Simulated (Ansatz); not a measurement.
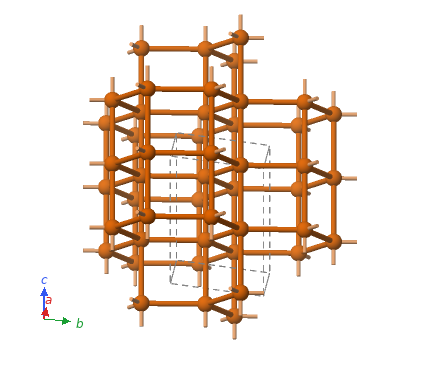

A cut-out of a periodic net derived from a crystal structure. Nodes are coloured by topological kind. Edges to nodes outside the piece are drawn as stubs.

### Describe the net.

A uninodal 5-connected, three-periodic net. It is the bnn net, known from eclipsed honeycomb layers linked along c.

### Give point symbol and coordination sequence.

4^6.6^4, sequence 5, 14, 29, 50.

Where the net comes from. KCl (space group P6_3/mmc, No. 194): the end point of a relaxation with Ansatz 0.2.0, DFT PBE, scalar-relativistic, plane waves, PAW. Bonds are taken as Cl–K below 3.6 Å. Atoms with one bond or none are removed and atoms with two bonds are replaced by edges, until no such atom is left. K and Cl are 5-connected nodes.
